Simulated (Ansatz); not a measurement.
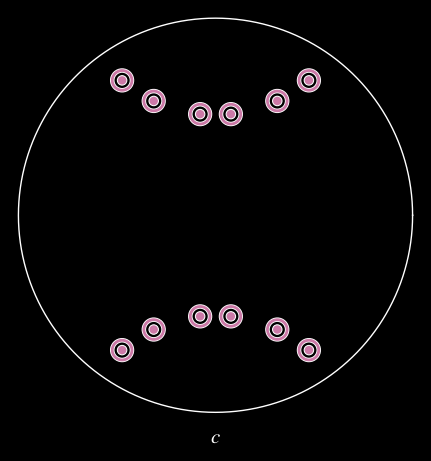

Stereographic projection: filled dots lie in the upper hemisphere, open rings in the lower. The b axis points at the viewer. The poles are all faces of one general form. Computed from the symmetry operations of a computed or model structure of composition CdSe, which need not be its known form.

Identify the point group and its elements.

Answer. 6/mmm (D6h), order 24, hexagonal system: one sixfold axis, six twofold axes, seven mirror planes, an inversion centre.

Which physical properties does it allow?

Answer. It is centrosymmetric, so neither piezoelectric nor pyroelectric; it is not chiral.
